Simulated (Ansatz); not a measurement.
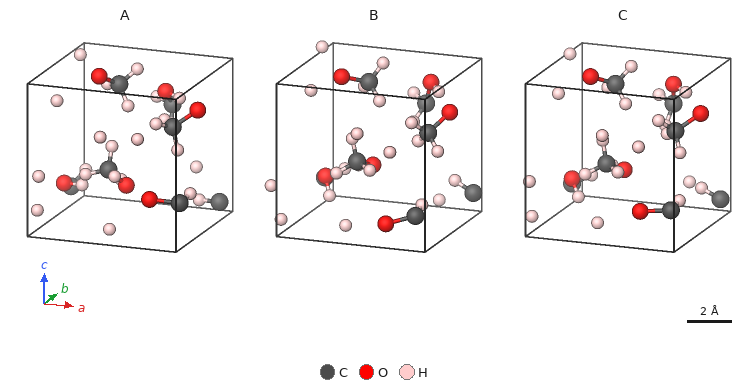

3 geometries from one relaxation of an amorphous cell of composition H₄CO, in shuffled order. Style: ball-and-stick. Shown: the cell of the calculation, slightly off an axis.

The cell holds 6 CH3OH. The run prepares the start of a later molecular dynamics calculation, from a guessed geometry.

Computed with Ansatz, DFT PBE-D3(BJ), scalar-relativistic, plane waves, PAW. Set-up: plane-wave cutoff 420 eV; k-point mesh 1 × 1 × 1; occupations fermi dirac; smearing width 0.02 eV; no spin polarisation; atoms relaxed in a fixed cell; force threshold 0.3 eV/Å; at most 15 steps.

Question: Order the frames from highest to lowest energy.

Answer: A, C, B. They are steps 0, 6, 11, at +2.043 eV per cell of the calculation, +0.498 eV per cell of the calculation relative to the last. The energy falls by 2.043 eV per cell of the calculation in 11 geometry steps. The largest force component goes from 1.3 to 0.098 eV/Å. The largest move is that of an H atom, 1.67 Å roughly along [−1 0 −3]. By element the largest moves are H 1.67 Å, O 1.34 Å, C 1.01 Å. The cell doesn't change. Some distances before and after: C–O 1.423 → 1.450 Å, H–O 0.970 → 0.987 Å, C–H 1.097 → 1.109 Å. Bond angles that change, for instance: O–C–H 106.3° → 108.5°. The run took 34 s on 1 thread of Arm Neoverse V1, with other jobs on the host, peak memory 0.4 GiB.

Limits of the set-up: the periodic images lie only 7.4 Å apart, so the values are limited by the cell's size.
